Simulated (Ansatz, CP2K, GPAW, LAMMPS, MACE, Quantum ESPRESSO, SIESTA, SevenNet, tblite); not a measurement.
# GPAW runs on amorphous 30In2O3-70HfO2 (mol %) (83 atoms)

How do the settings of GPAW change the result for amorphous 30In2O3-70HfO2 (mol %) (83 atoms)? A plane-wave run serves as the yardstick.

Method: the method is named at each step, in GPAW 26.7.0.

## (1) The structure

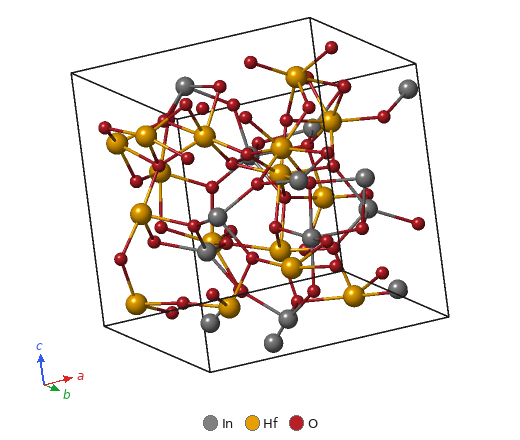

The cell as given, from a free direction (indium grey, hafnium orange, oxygen red). Bonds to atoms that aren't drawn are left out.

The cell holds 83 atoms: 14 In, 16 Hf and 53 O. Its edges and angles: a = 10.461 Å, b = 10.461 Å, c = 10.461 Å, α = 90.0°, β = 90.0°, γ = 90.0°. 83 atoms (14 Sc, 16 Zr, 53 O) placed at random at 4.52 g/cm³, melted at 5000 K for 10 ps at fixed volume with the Morse and Coulomb pair potential with partial charges (Pedone, Malavasi, Menziani, Cormack and Segre, J. Phys. Chem. B 110, 11780 (2006)). Quenched from 5000 K to 300 K at 200 K/ps and fixed volume, held 10 ps at zero pressure, then minimised at fixed cell. Then Sc was replaced by In, Zr was replaced by Hf and the cell scaled by 1.022 (the potential has no terms for the new elements, so the cell is a start for a DFT relaxation).

The yardstick, on the same geometry:

* method: Kohn-Sham DFT, PBE, SSSP efficiency 1.3.0 pseudopotentials, plane waves (Quantum ESPRESSO 7.5); sssp-pbe-1.3.0-efficiency, cutoffs 60/480 Ry, Γ point
* r.m.s. force component: 0.564 eV/Å
* longest force: 2.036 eV/Å
* pressure: -7.655 GPa
* gap (highest filled to lowest empty level): 1.572 eV
* time: 4.1 min on 4 MPI ranks of Arm Neoverse V1, shared host
* CPU time: 16 min

## (2) PBE, LCAO dzp, h 0.18 Å

Method: Kohn-Sham DFT, PBE, PAW, atomic orbitals (dzp).

The input, run.py:

```python
import numpy as np
from ase.io import read
from gpaw import GPAW, FermiDirac

atoms = read("structure.xyz")
atoms.calc = GPAW(
    mode="lcao",
    basis="dzp",
    h=0.18,
    xc="PBE",
    kpts={"size": (1, 1, 1), "gamma": True},
    occupations=FermiDirac(0.05),
    maxiter=200,
    symmetry={"point_group": False},
    txt="gpaw.txt",
)
energy = atoms.get_potential_energy(force_consistent=True)
forces = atoms.get_forces()
print(f"energy {energy:.6f} eV")
print("forces (eV/A)")
for i, (a, f) in enumerate(zip(atoms, forces)):
    print(f"{i:4d} {a.symbol:2s} {f[0]:10.5f} {f[1]:10.5f} {f[2]:10.5f}")
print(f"Fermi level {atoms.calc.get_fermi_level():.4f} eV")
for k in range(len(atoms.calc.get_ibz_k_points())):
    for s in range(atoms.calc.get_number_of_spins()):
        e = atoms.calc.get_eigenvalues(kpt=k, spin=s)
        n = np.searchsorted(e, atoms.calc.get_fermi_level())
        print(f"k {k} spin {s} levels about the Fermi level:", np.round(e[max(n - 6, 0):n], 4).tolist(), "|", np.round(e[n:n + 6], 4).tolist())
```

The input, structure.xyz:

```xyz
83
Lattice="10.46053 0.00000 0.00000 0.00000 10.46053 0.00000 0.00000 0.00000 10.46053" Properties=species:S:1:pos:R:3 pbc="T T T"
In 5.46155 5.91449 0.17678
In 9.95570 4.83517 4.82157
In 9.01468 0.17333 4.07187
In 8.83130 7.49204 4.28296
In 2.93711 4.53966 3.25186
In 7.51694 4.41811 2.80028
In 2.65007 5.21457 10.27778
In 3.53995 8.78611 0.12772
In 4.12396 7.43702 7.48702
In 0.59771 9.67494 1.75716
In 10.23950 9.86564 9.35004
In 4.99218 1.08319 3.60888
In 10.16314 6.23416 0.43830
In 5.75789 10.35425 8.80222
Hf 3.90900 3.49288 7.61192
Hf 4.54385 2.19043 0.18023
Hf 1.45945 1.81187 4.64448
Hf 7.62876 2.23196 6.09462
Hf 0.52658 6.67361 7.47729
Hf 2.70792 0.32250 7.31170
Hf 7.89582 4.08578 9.31071
Hf 4.94846 7.31819 3.36829
Hf 1.70548 8.24719 4.56309
Hf 7.82437 7.24946 8.05869
Hf 6.16847 5.32587 5.87662
Hf 6.15937 9.58310 5.70810
Hf 7.76360 1.33487 0.94678
Hf 0.41947 2.67193 1.30798
Hf 7.33356 8.53401 1.18978
Hf 0.37428 2.93763 8.00063
O 9.75507 1.71218 5.33257
O 4.14770 5.40224 6.78407
O 5.72683 3.25699 6.43887
O 4.59510 4.08630 9.63687
O 8.70567 2.99652 7.67949
O 9.68446 8.30964 8.04425
O 2.18970 7.81569 6.68208
O 0.28118 4.66791 6.76796
O 9.19397 5.80800 8.93946
O 9.49900 8.18149 0.84908
O 0.62847 1.11614 2.83198
O 9.86606 3.31379 9.95215
O 6.19002 8.51487 7.66077
O 0.79008 0.84416 8.17710
O 3.94833 6.82958 9.51961
O 1.05976 3.77866 3.93713
O 9.18999 5.72578 3.07121
O 3.39674 2.42381 3.83734
O 7.12456 7.52091 3.03617
O 5.36542 7.44476 5.50234
O 6.71964 5.34606 8.00743
O 1.55726 9.44795 10.38019
O 7.91015 4.00806 4.92126
O 2.25152 2.37538 6.56304
O 1.21781 6.55174 9.46772
O 7.17216 4.77774 0.74699
[... 23 atom lines left out ...]
O 2.52151 2.38667 0.83883
O 4.76550 0.07542 0.27438
O 7.97103 10.22559 2.31512
O 5.17179 7.84059 1.30851
```

Launch:

```
OMP_NUM_THREADS=1 python run.py > output.txt
```

Log:

```text
energy -598.243099 eV
forces (eV/A)
   0 In    1.25492   -0.08299    0.02422
   1 In   -0.15863   -0.85795    0.25383
   2 In    0.28148    0.78462    0.19583
   3 In   -1.02996    0.22367   -0.40868
   4 In    0.34690    0.03403   -0.27786
   5 In   -0.46673    0.10956   -0.25976
   6 In   -0.57412   -0.73753    0.12783
   7 In   -0.60843   -0.01163    0.71965
   8 In    0.40146   -0.18991   -0.53303
   9 In    0.43755   -0.31730    0.15434
  10 In   -0.55613   -0.20010   -0.18218
  11 In   -0.44803    0.03209   -0.12181
  12 In   -0.73598    0.09880    0.32933
  13 In    0.40888    0.60260   -0.08204
  14 Hf    0.05338    0.43398    0.17240
  15 Hf   -1.19440   -0.33089    0.79692
  16 Hf   -0.12553   -0.53410   -0.53018
  17 Hf   -0.87971   -0.42793    0.62955
  18 Hf    0.42514    0.08501    0.98387
  19 Hf    1.53280   -0.55450   -0.98686
  20 Hf   -0.16969   -0.02838   -0.39023
  21 Hf    0.32650    0.63292    0.28652
  22 Hf    0.18827    0.37691   -1.08609
  23 Hf   -0.53041   -0.48434    0.44305
[...]
75 O     0.67433   -0.07395    0.91682
  76 O     0.49596    0.82729   -0.31070
  77 O    -0.38546   -0.13483    0.64423
  78 O    -0.07343    0.55237    0.30257
  79 O     0.08192    0.23429   -0.01047
  80 O     0.03024    0.89405    0.01044
  81 O    -0.61149    0.14047   -1.17439
  82 O     0.19721    0.32437    0.61325
Fermi level 6.3060 eV
k 0 spin 0 levels about the Fermi level: [5.0245, 5.0471, 5.0844, 5.2471, 5.4279, 5.5519] | [7.0561, 8.0715, 8.4841, 8.6215, 8.6469, 8.7895]
```

gpaw.txt:

```text
Input parameters:
  mode=LCAO(),
  basis={'default': 'dzp'},
  h=0.18,
  kpts=MonkhorstPack(size=(1, 1, 1), gamma=True),
  maxiter=200,
  occupations=Occupations(name='fermi-dirac', width=0.05, fixmagmom=False),
  symmetry=Symmetry(point_group=False),
  xc=XC(name='PBE')
Unit cell  # Å
| periodic |         x |         y |         z |   lengths |    angles |
|----------|-----------|-----------|-----------|-----------|-----------|
|      yes | 10.460530 |  0.000000 |  0.000000 | 10.460530 | 90.000000 |
|      yes |  0.000000 | 10.460530 |  0.000000 | 10.460530 | 90.000000 |
|      yes |  0.000000 |  0.000000 | 10.460530 | 10.460530 | 90.000000 |
Number of symmetries: 1
Symmetry operations  # r_c * U_cc + t_c -> r_c
|   | kind |            matrix            |
|---|------|------------------------------|
| 0 |  E   |  1, 0, 0,  0, 1, 0,  0, 0, 1 |
BZ-sampling:
  Number of BZ points: 1
  Number of IBZ points: 1
  Monkhorst-Pack size: [1, 1, 1]
  Monkhorst-Pack shift: [0, 0, 0]
[... lines left out ...]
  MSR1-Mixer
occupation numbers:
  Fermi-Dirac:
    width: 0.0500  # eV
FastPoissonSolver using
    Stencil: 6*3+1=19 point O(h^6) finite-difference Laplacian
xc functional:
  name: PBE with 2 nearest neighbor stencil
interpolation: tri-quintic # 5. degree polynomial
Initialization done in: 16.840 s
convergence criteria:
- Maximum [total energy] change in last 3 cyles: 0.0005 eV / valence electron
- Maximum integral of absolute [dens]ity change: 0.0001 electrons / valence electron
- Maximum integral of absolute [eigenst]ate change: 4e-08 eV^2 / valence electron
maximum number of iterations: 200
SCF iterations
|iter     |      energy | eigst |  dens |
|---------|-------------|-------|-------|
|iter:   1| -661.925085 |      c|       |
|iter:   2| -643.840428 |      c| -0.92 |
|iter:   3| -599.096404 |      c| -0.98 |
|iter:   4| -598.409001 |      c| -1.52 |
|iter:   5| -598.498876 |      c| -1.76 |
|iter:   6| -598.251912c|      c| -2.27 |
|iter:   7| -598.244422c|      c| -2.85 |
|iter:   8| -598.243372c|      c| -3.16 |
|iter:   9| -598.243096c|      c| -3.50 |
|iter:  10| -598.243100c|      c| -3.95 |
|iter:  11| -598.243099c|      c| -4.25c|
Converged in 11 steps
SCF loop duration: 389.273 s (35.388 s/step)
Energy contributions relative to reference atoms: (reference = -8905998.891608)
Energy contributions:
  Kinetic:         670.234501
  Coulomb:        -708.134506
  Zero:             13.720617
  External:          0.000000
  Xc:             -574.063711
  Entropy:          -0.000001
  Spinorbit:         0.000000
  ----------------------------
  Free energy:    -598.243099
  Extrapolated:   -598.243099
dipole moment: (-17.853581, -1.416878, -56.378590)  # |e|*Ang
Fermi level: 6.306
Eigenvalues  # (at kpt = [0.000, 0.000, 0.000])
| band index |      eig [eV] | occ [0-2] |
|------------|---------------|-----------|
|          0 |       -56.538 |     2.000 |
|        ... |               |           |
|        338 |         4.956 |     2.000 |
|        339 |         5.003 |     2.000 |
[...]
|        353 |         9.025 |     0.000 |
|        ... |               |           |
|        419 |        12.277 |     0.000 |
Gap: 1.504 eV
Transition (v -> c):
  (s=0, k=0, n=345, [0.00, 0.00, 0.00]) -> (s=0, k=0, n=346, [0.00, 0.00, 0.00])
No difference between direct/indirect transitions
Force computation time: 90.836  # s
timing:  # [seconds]
  Total:  496.984  # ━━━━━━━━━━━━━━━━━━━━━━━━━━━━━━━━━━━━━━━━━━━━━━━━━━━━━━━━
  Init:    16.839  # ━━
  SCF:    389.273  # ━━━━━━━━━━━━━━━━━━━━━━━━━━━━━━━━━━━━━━━━━━━━
  Forces:  90.836  # ━━━━━━━━━━
```

Elapsed: 8.3 min, on 1 thread of Arm Neoverse V1, shared host; peak memory 2.3 GiB.

Banners, paths, timers and routine set-up lines are dropped from the logs unmarked, and long logs keep their key lines alone; longer cuts are marked.

Compared with the plane-wave run:

| Property | Result |
| --- | --- |
| r.m.s. force component | 0.5298 eV/Å |
| r.m.s. difference of force components | 100.4 meV/Å |
| longest difference of force vectors | 312.6 meV/Å |
| force difference over r.m.s. force | 17.79 % |
| slope of forces against the reference's | 0.9253 |
| correlation of force components | 0.9851 |
| gap (highest filled to lowest empty level) | 1.504 eV |
| gap difference | -0.0679 eV |

Length of the force difference by element (eV/Å):

```csv
element,atoms,mean,most
Hf,16,0.15,0.24
In,14,0.13,0.24
O,53,0.17,0.31
```

Levels nearest the highest filled one (eV from it): -0.53, -0.50, -0.47, -0.30, -0.12, 0.00, 1.50, 2.52, 2.93, 3.07, 3.10, 3.24.

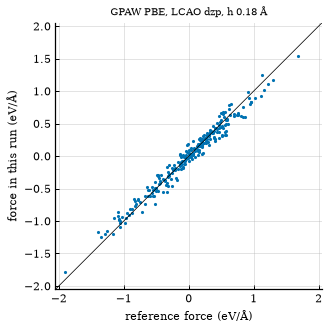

Force components against those of the reference; the line marks equality.

Local excerpt of 9 atoms (numbers count through the whole input) about O66, picked at random; x, y, z are measured from there.

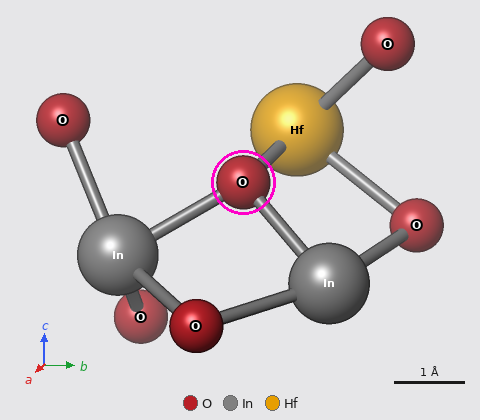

The atoms of the table, within 3.0 Å (arrows a, b, c point along x, y, z); some may hide others; the central atom is ringed.

```csv
atom,x,y,z,distance (Å),bonds,Fx,Fy,Fz (eV/Å)
O66,0.00,0.00,0.00,0.00,3,-0.95,0.21,0.68
In3,0.84,1.44,-1.24,2.08,5,0.28,0.78,0.20
Hf26,-2.01,0.39,0.39,2.09,7,0.05,0.01,0.01
In4,0.66,-1.70,-1.03,2.09,6,-1.03,0.22,-0.41
O58,2.13,-0.25,-1.71,2.74,4,0.64,-0.42,0.55
O59,-1.28,2.31,-0.76,2.75,4,0.32,0.03,0.61
O70,-0.17,-2.69,0.73,2.79,3,-0.67,-0.30,1.02
O65,-1.23,1.85,1.89,2.92,3,0.25,0.37,-0.94
O49,-1.05,-1.67,-2.28,3.01,3,-0.88,0.24,-1.25
```

Atoms are counted from 1 here, from 0 in the log.

Forces lie 18 % from the reference's, at 0.51 times its CPU time (on 1 against 4 cores).

## (3) PBE, LCAO sz(dzp), h 0.18 Å

Method: Kohn-Sham DFT, PBE, PAW, atomic orbitals (sz(dzp)).

Edit run.py of step 2 so:

```diff
@@ -7,3 +7,3 @@
     mode="lcao",
-    basis="dzp",
+    basis="sz(dzp)",
     h=0.18,
```

structure.xyz is that of step 2.

Log:

```text
energy -565.320206 eV
forces (eV/A)
   0 In    1.54504   -0.34778    0.06036
   1 In    0.33299   -1.14860    0.40992
   2 In    0.21399    0.80429    0.16521
   3 In   -1.14063    0.38321   -0.40123
   4 In    0.41744    0.04627   -0.09736
   5 In   -0.60814   -0.03029   -0.65115
[...]
80 O    -0.11990    0.85627   -0.05214
  81 O    -0.52900    0.06274   -1.16589
  82 O     0.24804    0.33462    0.44639
Fermi level 6.7518 eV
k 0 spin 0 levels about the Fermi level: [5.5449, 5.5845, 5.6443, 5.7904, 5.9613, 6.0823] | [7.4169, 8.4225, 8.8144, 8.903, 8.9819, 9.085]
```

gpaw.txt:

```text
Input parameters:
  mode=LCAO(),
  basis={'default': 'sz(dzp)'},
  h=0.18,
  kpts=MonkhorstPack(size=(1, 1, 1), gamma=True),
  maxiter=200,
  occupations=Occupations(name='fermi-dirac', width=0.05, fixmagmom=False),
[... lines left out ...]
  Fermi-Dirac:
[... lines left out ...]
convergence criteria:
- Maximum [total energy] change in last 3 cyles: 0.0005 eV / valence electron
[... lines left out ...]
Converged in 11 steps
[... lines left out ...]
  Free energy:    -565.320206
[... lines left out ...]
Fermi level: 6.752
[... lines left out ...]
|        ... |               |           |
|        419 |        12.905 |     0.000 |
Gap: 1.335 eV
Transition (v -> c):
  (s=0, k=0, n=345, [0.00, 0.00, 0.00]) -> (s=0, k=0, n=346, [0.00, 0.00, 0.00])
No difference between direct/indirect transitions
Force computation time: 24.970  # s
timing:  # [seconds]
  Total:  152.286  # ━━━━━━━━━━━━━━━━━━━━━━━━━━━━━━━━━━━━━━━━━━━━━━━━━━━━━━━━
  Init:    11.631  # ━━━━╸
  SCF:    115.653  # ━━━━━━━━━━━━━━━━━━━━━━━━━━━━━━━━━━━━━━━━━━╸
  Forces:  24.970  # ━━━━━━━━━
```

Run time: 2.6 min. Hardware: 1 thread; peak memory 1.8 GiB.

Numbers from this run, and their distance from the reference:

| Property | Result |
| --- | --- |
| r.m.s. force component | 0.5455 eV/Å |
| r.m.s. difference of force components | 180.6 meV/Å |
| longest difference of force vectors | 668.9 meV/Å |
| force difference over r.m.s. force | 32.01 % |
| slope of forces against the reference's | 0.9164 |
| correlation of force components | 0.9476 |
| gap (highest filled to lowest empty level) | 1.335 eV |
| gap difference | -0.2375 eV |

This is a coarse setting, run to see what it loses.

Against the first run (18 %), the force difference from the reference is 32 %, at 0.31 times the CPU time, with 546 basis functions against 1475: the smaller basis costs accuracy.

## (4) RPBE, LCAO dzp, h 0.18 Å

Method: Kohn-Sham DFT, RPBE, PAW, atomic orbitals (dzp).

Edit run.py of step 3 so:

```diff
@@ -7,5 +7,5 @@
     mode="lcao",
-    basis="sz(dzp)",
+    basis="dzp",
     h=0.18,
-    xc="PBE",
+    xc="RPBE",
     kpts={"size": (1, 1, 1), "gamma": True},
```

structure.xyz is that of step 3.

Log:

```text
energy -565.628792 eV
forces (eV/A)
   0 In    1.28912   -0.10440    0.03191
   1 In   -0.19239   -0.89486    0.26909
   2 In    0.32800    0.85159    0.20045
   3 In   -1.03705    0.22094   -0.43503
   4 In    0.36630    0.00640   -0.25797
   5 In   -0.53288    0.08910   -0.24817
   6 In   -0.56840   -0.75783    0.16113
   7 In   -0.64485   -0.04779    0.78146
   8 In    0.44224   -0.19525   -0.56535
   9 In    0.41715   -0.31301    0.14318
  10 In   -0.64968   -0.21733   -0.21495
  11 In   -0.51583    0.02305   -0.13450
[...]
78 O    -0.05408    0.56477    0.27795
  79 O     0.07126    0.18813    0.00697
  80 O     0.03544    0.85811    0.13103
  81 O    -0.63011    0.11687   -1.11154
  82 O     0.16427    0.36926    0.57494
Fermi level 6.5194 eV
k 0 spin 0 levels about the Fermi level: [5.1912, 5.2164, 5.2498, 5.422, 5.5996, 5.7227] | [7.3119, 8.3057, 8.7199, 8.8525, 8.8844, 9.0215]
```

gpaw.txt:

```text
Input parameters:
  mode=LCAO(),
  basis={'default': 'dzp'},
  h=0.18,
  kpts=MonkhorstPack(size=(1, 1, 1), gamma=True),
  maxiter=200,
  occupations=Occupations(name='fermi-dirac', width=0.05, fixmagmom=False),
  symmetry=Symmetry(point_group=False),
  xc=XC(name='RPBE')
[... lines left out ...]
  Fermi-Dirac:
[... lines left out ...]
convergence criteria:
- Maximum [total energy] change in last 3 cyles: 0.0005 eV / valence electron
[... lines left out ...]
Converged in 11 steps
[... lines left out ...]
  Free energy:    -565.628792
[... lines left out ...]
Fermi level: 6.519
[... lines left out ...]
|          0 |       -56.477 |     2.000 |
|        ... |               |           |
|        338 |         5.125 |     2.000 |
|        339 |         5.167 |     2.000 |
[...]
|        353 |         9.251 |     0.000 |
|        ... |               |           |
|        419 |        12.519 |     0.000 |
Gap: 1.589 eV
Transition (v -> c):
  (s=0, k=0, n=345, [0.00, 0.00, 0.00]) -> (s=0, k=0, n=346, [0.00, 0.00, 0.00])
No difference between direct/indirect transitions
Force computation time: 88.703  # s
timing:  # [seconds]
  Total:  495.289  # ━━━━━━━━━━━━━━━━━━━━━━━━━━━━━━━━━━━━━━━━━━━━━━━━━━━━━━━━
  Init:    16.680  # ━━
  SCF:    389.873  # ━━━━━━━━━━━━━━━━━━━━━━━━━━━━━━━━━━━━━━━━━━━━
  Forces:  88.703  # ━━━━━━━━━━
```

Run time: 8.3 min. Hardware: 1 thread; peak memory 2.3 GiB.

Against the reference:

```yaml
r_m_s_force_component: 0.5249 eV/Å
r_m_s_difference_of_force_components: 137.5 meV/Å
longest_difference_of_force_vectors: 426.5 meV/Å
force_difference_over_r_m_s_force: 24.37 %
slope_of_forces_against_the_reference_s: 0.9033
correlation_of_force_components: 0.9707
spacing_of_highest_filled_and_lowest_empty_level: 1.589 eV
gap_difference: 0.0171 eV
```

Against the first run (18 %), the force difference from the reference is 24 %, at 1.00 times the CPU time; the model has changed, so this is no error of the program alone.

## (5) PBE, LCAO szp(dzp), h 0.18 Å

Method: Kohn-Sham DFT, PBE, PAW, atomic orbitals (szp(dzp)).

Edit run.py of step 4 so:

```diff
@@ -7,5 +7,5 @@
     mode="lcao",
-    basis="dzp",
+    basis="szp(dzp)",
     h=0.18,
-    xc="RPBE",
+    xc="PBE",
     kpts={"size": (1, 1, 1), "gamma": True},
```

structure.xyz is that of step 4.

Log:

```text
energy -580.762836 eV
forces (eV/A)
   0 In    1.37922   -0.20460    0.03562
   1 In   -0.08149   -0.81535    0.27735
   2 In    0.26327    0.79926    0.17617
   3 In   -1.08395    0.23352   -0.40759
   4 In    0.41000    0.09257   -0.26862
   5 In   -0.48272    0.05948   -0.33674
[...]
80 O    -0.00739    0.77379    0.03804
  81 O    -0.60466    0.09683   -1.07704
  82 O     0.19269    0.37174    0.50099
Fermi level 6.5578 eV
k 0 spin 0 levels about the Fermi level: [5.3194, 5.3364, 5.3742, 5.5229, 5.7325, 5.8386] | [7.2712, 8.2423, 8.6576, 8.7492, 8.809, 8.9257]
```

gpaw.txt:

```text
Input parameters:
  mode=LCAO(),
  basis={'default': 'szp(dzp)'},
  h=0.18,
  kpts=MonkhorstPack(size=(1, 1, 1), gamma=True),
  maxiter=200,
  occupations=Occupations(name='fermi-dirac', width=0.05, fixmagmom=False),
[... lines left out ...]
  Fermi-Dirac:
[... lines left out ...]
convergence criteria:
- Maximum [total energy] change in last 3 cyles: 0.0005 eV / valence electron
[... lines left out ...]
Converged in 10 steps
[... lines left out ...]
  Free energy:    -580.762836
[... lines left out ...]
Fermi level: 6.558
[... lines left out ...]
|        ... |               |           |
|        419 |        12.645 |     0.000 |
Gap: 1.433 eV
Transition (v -> c):
  (s=0, k=0, n=345, [0.00, 0.00, 0.00]) -> (s=0, k=0, n=346, [0.00, 0.00, 0.00])
No difference between direct/indirect transitions
Force computation time: 58.963  # s
timing:  # [seconds]
  Total:  313.048  # ━━━━━━━━━━━━━━━━━━━━━━━━━━━━━━━━━━━━━━━━━━━━━━━━━━━━━━━━
  Init:    12.983  # ━━╸
  SCF:    241.071  # ━━━━━━━━━━━━━━━━━━━━━━━━━━━━━━━━━━━━━━━━━━━
  Forces:  58.963  # ━━━━━━━━━━╸
```

Elapsed: 5.2 min, on 1 thread; peak memory 2.1 GiB.

Numbers from this run, and their distance from the reference:

```yaml
r_m_s_force_component: 0.5133 eV/Å
r_m_s_difference_of_force_components: 152.3 meV/Å
longest_difference_of_force_vectors: 439.7 meV/Å
force_difference_over_r_m_s_force: 27 %
slope_of_forces_against_the_reference_s: 0.8776
correlation_of_force_components: 0.9644
spacing_of_highest_filled_and_lowest_empty_level: 1.433 eV
gap_difference: -0.1395 eV
```

This is a coarse setting, run to see what it loses.

Against the first run (18 %), the force difference from the reference is 27 %, at 0.63 times the CPU time, with 929 basis functions against 1475: the smaller basis costs accuracy.

(Part 1 of 2 ends here.)

[Also dropped from logs without a mark: logging warnings of Python, and SIESTA's first energy breakdown and zero terms.]

[Logs are printed without paths, hosts, clocks, repeated set-up lines and the standing remarks that a program may print on its own settings, such as how far it seeks lower states.]

[Hosts, paths, dates, database ids (printed as entryN), source tags and the programs' standing remarks are cut or masked in the printed files.]
